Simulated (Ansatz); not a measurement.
```
CELL_PARAMETERS angstrom
1.42883 -2.47480 0.00000
1.42883 2.47480 0.00000
0.00000 0.00000 5.23546
ATOMIC_POSITIONS crystal
Ge 0.49996 0.50004 0.25000
Ge 0.50004 0.49996 0.75000
```

Space group P6/mmm; a structure from a database of computed crystals, not necessarily the ambient phase.

Level of theory: Ansatz, Kohn-Sham DFT of a periodic cell, PBE with D3(BJ), Ansatz PAW.

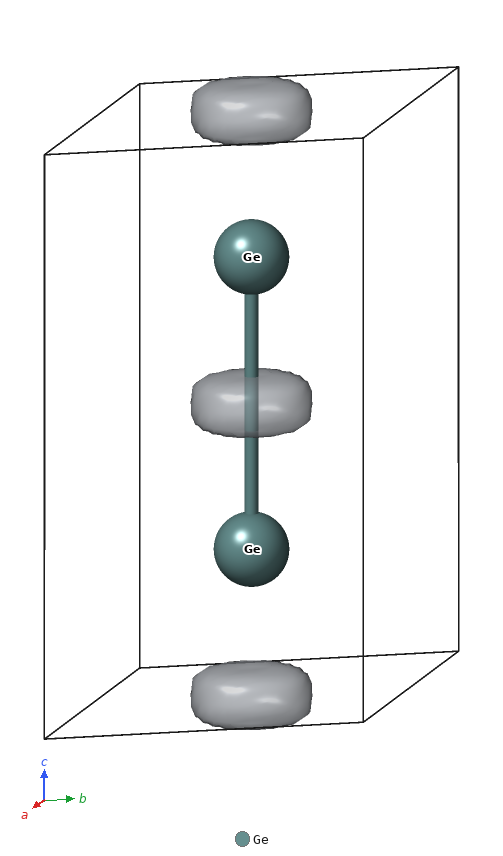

Ge. Isosurface of the ELF at 0.55 (grey), seen slightly off an axis. Core shells and regions of very low density are left out. Sticks mark near contacts.

Core electrons are frozen (PAW), and the valence fields are smoothed inside the atomic spheres.

### Where are the electrons localised?

The surface consists of two regions between bonded Ge–Ge atoms, counted in one cell of 2 atoms. Any copies at cell faces, edges or corners count once. Profiles from the grid: Ge–Ge (2.62 Å): the ELF peaks at about 0.70 between the atoms. Ge–Ge (2.86 Å): the ELF is about 0.45 at the midpoint.

### Does the calculation give a band gap?

It is gapless in this calculation (a metal or semimetal).
